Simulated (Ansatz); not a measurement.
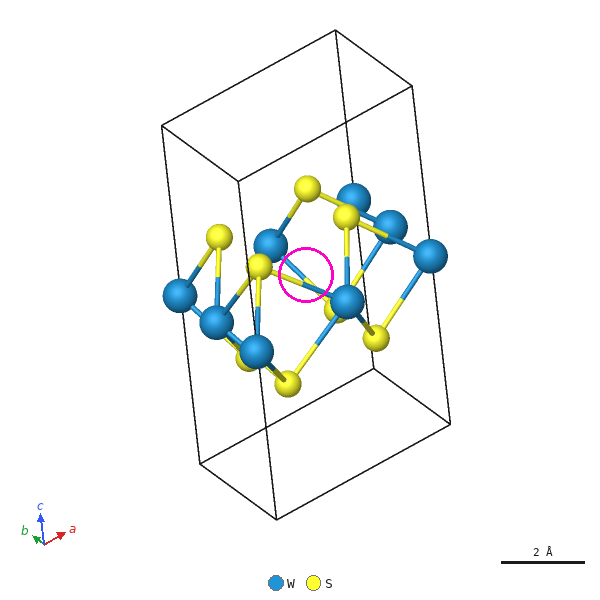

This ball-and-stick model is shown slightly off an axis. The supercell is outlined; an atom on or near a face, edge or corner is repeated at each equivalent position. The host is WS2, in a cell of 12 sites, and the cell is neutral. A ring marks the defect's site.

Name the defect and give its surroundings.

A tungsten vacancy. Around the empty site lie six S at about 2.4 Å.

Theory: DFT PBE, scalar-relativistic, plane waves, PAW (Ansatz). Numerical settings: a 420 eV plane-wave basis, 3×3×3 k-mesh, Gaussian smearing of 0.01 eV, collinear spins.

Does the defect leave unpaired spin?

Yes, 1.3 μB in the cell.

The atoms were relaxed in the host's cell with Ansatz, DFT PBE, scalar-relativistic, plane waves, PAW.
